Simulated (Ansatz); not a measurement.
This input was run:

```
crystal:
  lattice:
    - [-1.5959048, 1.5959048, 1.5959048]
    - [1.5959048, -1.5959048, 1.5959048]
    - [1.5959048, 1.5959048, -1.5959048]
  atoms:
    - { symbol: W, position: [0.0, 0.0, 0.0] }
  symmetry: { tolerance: 0.0003 }
kpoints:
  mp_grid: { grid: [15, 15, 15], shift: [0, 0, 0] }
  band_path:
    path:
      - [0.0, 0.0, 0.0]
      - [0.5, -0.5, 0.5]
      - [0.0, 0.0, 0.5]
      - [0.0, 0.0, 0.0]
      - [0.25, 0.25, 0.25]
      - [0.5, -0.5, 0.5]
      - [0.25, 0.25, 0.25]
      - [0.0, 0.0, 0.5]
    npoints: 8
magnetization:
  spin_polarized: false
scf:
  occupations: { method: fermi_dirac }
  lower_state_search: "off"
  max_iter: 200
hamiltonian:
  pseudopotentials: { kind: paw }
  xc: r2scan
basis:
  ecutwfc: 500
  fft_grid_basis: typed
output:
  forces: true
  stress: true
  eigenvalues: true
  bader: true
  populations: true
  elf: true
  write_potential: true
  volumetric_format: npy
  dos:
    e_range: [-12, 8]
    de: 0.05
    projected: { site_lists: { W: [W] } }
checkpoint:
  read: saved_state
```

Predict the main features of the band structure. The path is Γ–H–N–Γ–P–H–P–N.

A metal: 2 bands cross the Fermi level along this path. Bands cross the Fermi level on every line of the path. At N the nearest levels lie 3.58 eV below and 0.50 eV above the Fermi level.

The cell is at −7 GPa in this functional. Spin-orbit coupling is left out, which matters for W.

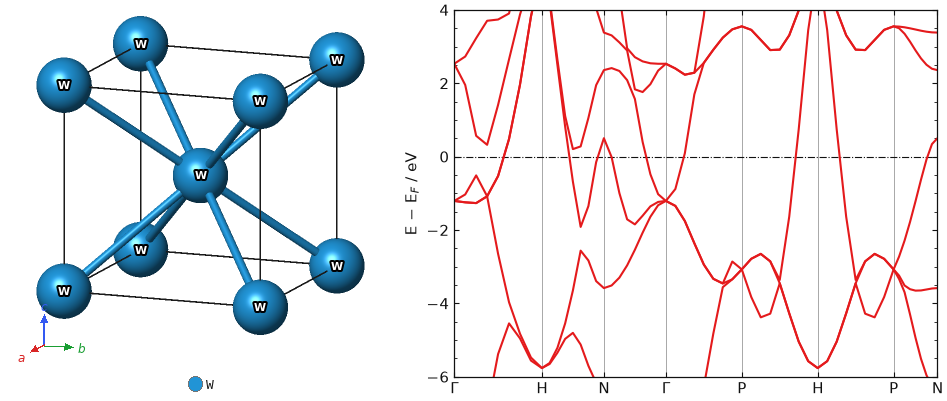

Band structure, beside the structure. Energies are counted from the Fermi level. The path runs straight from each named point to the next.

The picture comes from a calculation with Ansatz.
